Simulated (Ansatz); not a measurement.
## Geometry relaxation of Sn15Se16 (part 2 of 2)

Sn15Se16 (defect cell, 31 atoms in the cell); DFT PBE, scalar-relativistic, plane waves, PAW, no spin polarisation (Ansatz 0.2.0); cutoff 420 eV, 2×2×2 k-mesh, Gaussian smearing of 0.02 eV. The structure derives from a Materials Project entry. It belongs to a series of runs on one base structure; here: Sn vacancy (site a), charge +0, atoms relaxed at the host's cell, started again with a moment of 0 μB.

Output, continued
```
  k-point 0: bands = ["-39.4109", "-39.4109", "-39.4109", "-39.4109", "-39.4089", "-39.4089", "-39.4089", "-39.4089", "-39.4089", "-39.4089", ... 70 levels left out ..., "-13.4545", "-13.4545", "-13.4545", "-13.4451", "-13.4451", "-13.4451", "-13.4317", "-13.4317", "-13.4317", "-13.4261", "-13.4261", "-13.4261", "-13.4260", "-13.4260", "-13.4260", "-13.3835", "-13.3818", "-13.3818", "-13.3818", "-13.3777", "-13.3777", "-13.3769", "-13.3769", "-13.3769", "-13.3753", "-13.3753", "-13.3753", "-13.3729", "-13.3716",
      "-13.3716", "-13.3716", "-13.3695", "-13.3695", "-13.3695", "-13.3693", "-13.3693", "-13.3693", "-13.3689", "-13.3689", "-13.3678", "-13.3678", "-13.3678", "-13.3673", "-13.3673", "-13.3673", "-13.3668", "-13.3668", "-13.3652", "-13.3646", "-13.3642", "-13.3642", "-13.3642", "-13.3637", "-13.3637", "-13.3637", "-13.3618", "-13.3618", "-13.3618", "-13.3614", "-13.3614", "-13.3609", "-13.3609", "-13.3609", "-13.3607", "-13.3607", "-13.3607", "-13.3597", "-13.3597", "-13.3574",
      "-13.3574", "-13.3574", "-13.3570", "-13.3570", "-13.3570", "-13.3545", "-5.0386", "-5.0386", "-5.0386", "-4.9356", "-4.4765", "-4.4765", "-4.4765", "-4.3987", "-4.3987", "-4.3987", "-4.3725", "-4.3725", "-4.3562", "-4.3078", "-4.3078", "-4.3078", "0.9677", "0.9677", "0.9677", "1.0000", "1.0000", "1.0000", "1.0447", "1.0447", "1.0447", "1.1409", "1.1409", "1.5449", "1.6173", "1.6173", "1.6173", "4.0204", "4.2867", "4.2867",
      "4.2867", "4.3947", "4.3947", "4.3947", "4.5314", "4.5314", "4.6763", "4.6763", "4.6763", "5.0772", "5.3517", "5.3517", "5.3517", "5.4146", "5.4146", "5.4146", "5.4223", "5.4223", "5.5124", "5.5397", "5.5397", "5.5397", "6.1272", "6.1272", "6.1272", "6.1487", "6.1487", "6.2248", "6.2248", "6.2248", "6.2598", "6.2598", "6.2598", "6.2623", "6.2623", "6.2623", "6.3859", "6.3859", "6.9514", "6.9514",
      "6.9514", "7.1235", "7.5479", "7.5479", "7.5479", "10.0369", "10.3956", "10.3956", "10.3956", "10.6137", "10.6137", "10.7007", "10.7007", "10.7007", "10.7888", "10.8715", "10.8715", "10.8715", "10.9238", "10.9238", "10.9238", "11.1078", "11.1078", "11.1540", "11.1540", "11.1540", "11.2166", "11.2166", "11.2166", "11.3201", "11.5181", "11.5181", "11.5181", "11.6300", "11.6300", "11.6300", "11.8466", "11.8466", "12.1846", "12.3021",
      "12.3021", "12.3021", "12.4737", "12.4737", "12.4737", "12.6291", "12.6291", "12.6302", "12.6302", "12.6302", "13.3983"]
  k-point 1: bands = ["-39.4109", "-39.4109", "-39.4109", "-39.4109", "-39.4089", "-39.4089", "-39.4089", "-39.4089", "-39.4089", "-39.4089", ... 70 levels left out ..., "-13.4559", "-13.4546", "-13.4531", "-13.4451", "-13.4451", "-13.4451", "-13.4319", "-13.4319", "-13.4312", "-13.4266", "-13.4261", "-13.4261", "-13.4261", "-13.4261", "-13.4255", "-13.3887", "-13.3811", "-13.3811", "-13.3788", "-13.3764", "-13.3761", "-13.3761", "-13.3761", "-13.3754", "-13.3747", "-13.3747", "-13.3734", "-13.3731", "-13.3731",
      "-13.3731", "-13.3723", "-13.3723", "-13.3718", "-13.3717", "-13.3717", "-13.3706", "-13.3702", "-13.3681", "-13.3681", "-13.3674", "-13.3674", "-13.3674", "-13.3673", "-13.3659", "-13.3656", "-13.3656", "-13.3655", "-13.3650", "-13.3641", "-13.3641", "-13.3638", "-13.3638", "-13.3633", "-13.3633", "-13.3627", "-13.3622", "-13.3622", "-13.3621", "-13.3618", "-13.3618", "-13.3614", "-13.3613", "-13.3611", "-13.3607", "-13.3607", "-13.3607", "-13.3598", "-13.3592", "-13.3590",
      "-13.3590", "-13.3585", "-13.3567", "-13.3567", "-13.3566", "-13.3537", "-5.2575", "-4.8319", "-4.8319", "-4.8112", "-4.6996", "-4.6343", "-4.5093", "-4.5025", "-4.5025", "-4.4258", "-4.3333", "-4.3333", "-4.3218", "-4.2806", "-4.2209", "-4.2077", "0.6204", "0.6204", "0.6268", "0.7426", "1.0328", "1.0777", "1.0777", "1.2400", "1.4489", "1.4489", "1.4598", "1.6053", "1.7867", "1.7881", "2.5251", "3.2539", "3.2539", "3.8923",
      "3.9244", "4.0620", "4.0620", "4.2421", "4.5145", "4.5145", "4.7670", "4.7985", "4.7985", "4.8797", "4.9759", "4.9759", "5.0513", "5.0828", "5.2571", "5.2571", "5.2967", "5.4116", "5.4116", "5.5502", "5.8482", "5.9396", "5.9517", "5.9517", "6.0201", "6.0609", "6.0609", "6.1996", "6.3748", "6.3748", "6.3930", "6.5141", "6.7250", "7.1551", "7.2471", "7.2471", "7.2629", "7.3415", "7.4493", "7.4493",
      "7.7140", "7.9828", "8.0502", "8.0502", "8.0745", "8.9421", "8.9961", "9.1310", "9.1310", "9.5999", "9.6405", "9.6405", "9.6443", "9.7536", "9.8179", "9.8675", "9.8709", "9.8709", "10.0533", "10.6049", "10.8807", "10.8807", "11.0822", "11.1385", "11.3144", "11.3144", "11.3232", "11.6069", "11.6748", "11.6748", "11.7305", "11.7660", "11.9625", "11.9625", "11.9828", "12.1301", "12.1880", "12.2030", "12.2030", "12.2674",
      "12.3005", "12.3005", "12.7393", "12.8016", "12.8177", "12.8177", "13.0460", "13.0460", "13.0668", "13.4340", "13.4340"]
--- Relaxed structure (2 steps of the walk, 2 accepted, 0 SCFs on fresh bases) ---
  F+E_penalty+E_count = -177880.81627913 eV   max|allowed force component| = 3.730e-3 eV/Å
  atoms:
    - { symbol: Sn, position: [0.25410457291587674, 0.25, 0.49589542708412326] }
    - { symbol: Sn, position: [0.0, 0.25, 0.75] }
    - { symbol: Sn, position: [0.7458954270841233, 0.004104572915876709, 0.24999999999999997] }
    - { symbol: Sn, position: [0.7458954270841233, 0.24999999999999997, 0.004104572915876709] }
    - { symbol: Sn, position: [0.5, 0.004104572915876722, 0.49589542708412326] }
    - { symbol: Sn, position: [0.2541045729158767, 0.004104572915876625, 0.7582091458317535] }
    - { symbol: Sn, position: [0.0, 0.75, 0.25] }
    - { symbol: Sn, position: [1.0082091458317533, 1.0041045729158766, 1.0041045729158768] }
    - { symbol: Sn, position: [0.7458954270841234, 0.7417908541682466, 0.49589542708412326] }
    - { symbol: Sn, position: [0.5, 0.75, 0.75] }
    - { symbol: Sn, position: [0.2541045729158767, 0.49589542708412326, 0.25] }
    - { symbol: Sn, position: [0.25410457291587674, 0.7582091458317535, 0.004104572915876681] }
    - { symbol: Sn, position: [-0.00820914583175337, 0.4958954270841233, 0.4958954270841233] }
    - { symbol: Sn, position: [0.7458954270841233, 0.49589542708412326, 0.7417908541682465] }
    - { symbol: Sn, position: [0.5, 0.49589542708412326, 0.004104572915876698] }
    - { symbol: Se, position: [0.7582507603985338, 0.25, 0.5082507603985338] }
    - { symbol: Se, position: [0.5, 0.25, 0.75] }
    - { symbol: Se, position: [0.24174923960146624, 0.25, -0.008250760398533735] }
    - { symbol: Se, position: [0.0, 0.0, 0.5] }
    - { symbol: Se, position: [-1.846339185735123e-20, 0.25, 0.25] }
    - { symbol: Se, position: [0.75, -4.615847964337809e-21, 0.75] }
    - { symbol: Se, position: [0.5, -0.008250760398533785, -0.008250760398533785] }
    - { symbol: Se, position: [0.25, 0.75, 0.5] }
    - { symbol: Se, position: [0.24174923960146627, -0.008250760398533721, 0.25] }
    - { symbol: Se, position: [-1.846339185735123e-20, 0.75, 0.75] }
    - { symbol: Se, position: [0.75, 0.75, -1.3847543893013417e-20] }
    - { symbol: Se, position: [0.5, 0.5082507603985338, 0.5082507603985338] }
    - { symbol: Se, position: [0.5, 0.75, 0.25] }
    - { symbol: Se, position: [0.25, 0.5, 0.75] }
    - { symbol: Se, position: [0.0, 0.5, 0.0] }
    - { symbol: Se, position: [0.7582507603985338, 0.5082507603985338, 0.25] }
```

Trajectory as extended XYZ (Å, eV, eV/Å), 2 frames, from step=1 to step=2
```
31
Lattice="-6.0616 6.0616 -6.0616 6.0616 -6.0616 -6.0616 -6.0616 -6.0616 6.0616" Properties=species:S:1:pos:R:3:forces:R:3 step=1 energy=-177880.81449
Sn   -3.0308   -2.9813   -0.0495    0.0000   0.0022  -0.0022
Sn   -3.0308   -6.0616    3.0308    0.0000   0.0000   0.0000
Sn   -6.0121    2.9813   -3.0308    0.0022  -0.0022   0.0000
Sn   -3.0308    2.9813   -6.0121    0.0000  -0.0022   0.0022
Sn   -6.0121    0.0000   -0.0495    0.0022   0.0000  -0.0022
Sn   -6.1111   -3.0803    3.0308   -0.0022  -0.0022   0.0000
Sn    3.0308   -6.0616   -3.0308    0.0000   0.0000   0.0000
Sn   -6.1111   -6.0616   -6.1111   -0.0022   0.0000  -0.0022
Sn   -3.0308   -2.9813   -6.0121    0.0000   0.0022   0.0022
Sn   -3.0308   -6.0616   -3.0308    0.0000   0.0000   0.0000
Sn   -0.0495   -2.9813   -3.0308   -0.0022   0.0022   0.0000
Sn    3.0308   -3.0803   -6.1111    0.0000  -0.0022  -0.0022
Sn    0.0495   -6.0616    0.0495    0.0022   0.0000   0.0022
Sn   -6.0121   -2.9813   -3.0308    0.0022   0.0022   0.0000
Sn   -0.0495    0.0000   -6.0121   -0.0022   0.0000   0.0022
Se   -6.1461    0.0000   -3.0308   -0.0355   0.0000   0.0000
Se   -6.0616   -3.0308    0.0000    0.0000   0.0000   0.0000
Se    0.0845    0.0000   -3.0308    0.0355   0.0000   0.0000
Se   -3.0308   -3.0308    3.0308    0.0000   0.0000   0.0000
Se    0.0000   -3.0308    0.0000    0.0000   0.0000   0.0000
Se   -9.0924    0.0000    0.0000    0.0000   0.0000   0.0000
Se   -3.0308    3.1153   -3.0308    0.0000   0.0355   0.0000
Se    0.0000   -6.0616   -3.0308    0.0000   0.0000   0.0000
Se   -3.0308    0.0000    0.0845    0.0000   0.0000   0.0355
Se    0.0000   -9.0924    0.0000    0.0000   0.0000   0.0000
Se    0.0000    0.0000   -9.0924    0.0000   0.0000   0.0000
Se   -3.0308   -3.1153   -3.0308    0.0000  -0.0355   0.0000
Se    0.0000   -3.0308   -6.0616    0.0000   0.0000   0.0000
Se   -3.0308   -6.0616    0.0000    0.0000   0.0000   0.0000
Se    3.0308   -3.0308   -3.0308    0.0000   0.0000   0.0000
Se   -3.0308    0.0000   -6.1461    0.0000   0.0000  -0.0355
31
Lattice="-6.0616 6.0616 -6.0616 6.0616 -6.0616 -6.0616 -6.0616 -6.0616 6.0616" Properties=species:S:1:pos:R:3:forces:R:3 step=2 energy=-177880.81628
Sn   -3.0308   -2.9810   -0.0498    0.0000  -0.0037   0.0037
Sn   -3.0308   -6.0616    3.0308    0.0000   0.0000   0.0000
Sn   -6.0118    2.9810   -3.0308   -0.0037   0.0037   0.0000
Sn   -3.0308    2.9810   -6.0118    0.0000   0.0037  -0.0037
Sn   -6.0118    0.0000   -0.0498   -0.0037   0.0000   0.0037
Sn   -6.1114   -3.0806    3.0308    0.0037   0.0037   0.0000
Sn    3.0308   -6.0616   -3.0308    0.0000   0.0000   0.0000
Sn   -6.1114   -6.0616   -6.1114    0.0037   0.0000   0.0037
Sn   -3.0308   -2.9810   -6.0118    0.0000  -0.0037  -0.0037
Sn   -3.0308   -6.0616   -3.0308    0.0000   0.0000   0.0000
Sn   -0.0498   -2.9810   -3.0308    0.0037  -0.0037   0.0000
Sn    3.0308   -3.0806   -6.1114    0.0000   0.0037   0.0037
Sn    0.0498   -6.0616    0.0498   -0.0037   0.0000  -0.0037
Sn   -6.0118   -2.9810   -3.0308   -0.0037  -0.0037   0.0000
Sn   -0.0498    0.0000   -6.0118    0.0037   0.0000  -0.0037
Se   -6.1616    0.0000   -3.0308   -0.0017   0.0000   0.0000
Se   -6.0616   -3.0308    0.0000    0.0000   0.0000   0.0000
Se    0.1000    0.0000   -3.0308    0.0017   0.0000   0.0000
Se   -3.0308   -3.0308    3.0308    0.0000   0.0000   0.0000
Se    0.0000   -3.0308    0.0000    0.0000   0.0000   0.0000
Se   -9.0924    0.0000    0.0000    0.0000   0.0000   0.0000
Se   -3.0308    3.1308   -3.0308    0.0000   0.0017   0.0000
Se    0.0000   -6.0616   -3.0308    0.0000   0.0000   0.0000
Se   -3.0308    0.0000    0.1000    0.0000   0.0000   0.0017
Se    0.0000   -9.0924    0.0000    0.0000   0.0000   0.0000
Se    0.0000    0.0000   -9.0924    0.0000   0.0000   0.0000
Se   -3.0308   -3.1308   -3.0308    0.0000  -0.0017   0.0000
Se    0.0000   -3.0308   -6.0616    0.0000   0.0000   0.0000
Se   -3.0308   -6.0616    0.0000    0.0000   0.0000   0.0000
Se    3.0308   -3.0308   -3.0308    0.0000   0.0000   0.0000
Se   -3.0308    0.0000   -6.1616    0.0000   0.0000  -0.0017
```

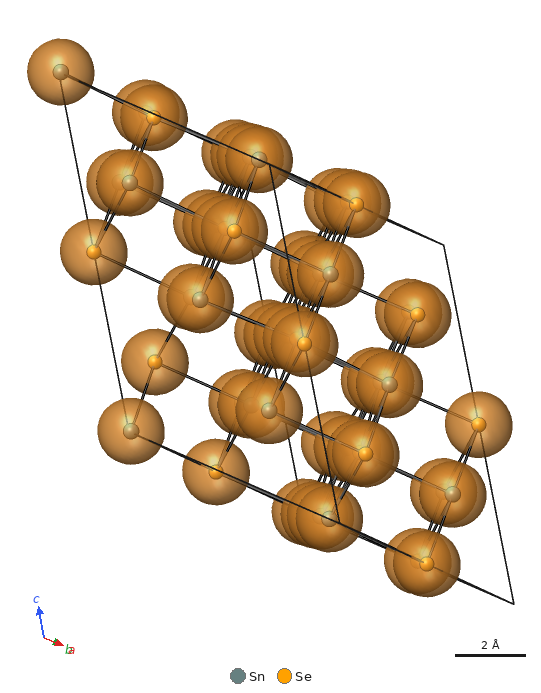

*Isosurface of the valence pseudo-density at 0.6 e/Å³ (orange), seen at an oblique angle. Sticks mark near contacts. The outline is the calculation cell.*

At this value the density breaks into separate islands; it holds about 75 % of the electrons treated as valence (semicore included). It is pinched off along the Sn–Se (2.93 Å), Sn–Se (2.98 Å), Sn–Se (3.03 Å) and Sn–Se (3.08 Å) contacts. On the grid the lowest density along these lines, outside the cores, is 0.26 e/Å³ (Sn–Se, 2.93 Å), 0.23 e/Å³ (Sn–Se, 2.98 Å), 0.22 e/Å³ (Sn–Se, 3.03 Å) and 0.2 e/Å³ (Sn–Se, 3.08 Å). In a PAW calculation such maps are meaningful between the atoms, not at the nuclei.

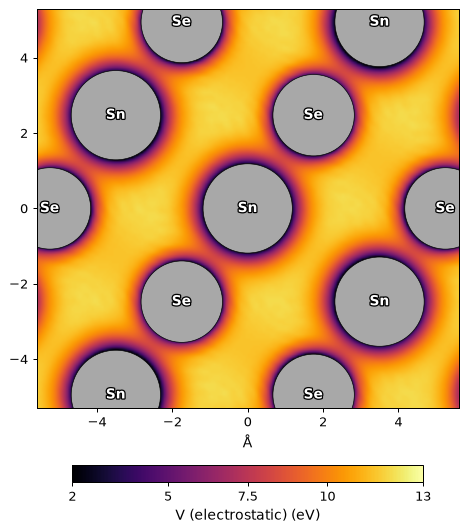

*Electrostatic potential (local pseudopotential plus Hartree) felt by an electron on the (100) plane of the calculation cell. Grey discs, where drawn, cover atomic cores.*

Outside the cores the potential energy rises away from the atoms and is highest about 2.4 Å from the nearest atoms; outside the discs it spans about 10 eV, and its zero is arbitrary.

Summary

```json
{"quantity": "outcome", "value": "converged"}
{"quantity": "electrons treated", "value": "466"}
{"quantity": "free energy", "value": "−177880.8163 eV"}
{"quantity": "Fermi energy", "value": "8.060 eV"}
{"quantity": "gap on the k-point mesh", "value": "none (metallic)"}
{"quantity": "final volume", "value": "890.88 Å³"}
{"quantity": "largest force (length of the vector) at the end", "value": "0.005 eV/Å"}
{"quantity": "wall time", "value": "40 s (CPU time 2.6 min)"}
{"quantity": "peak memory", "value": "2.5 GiB"}
```
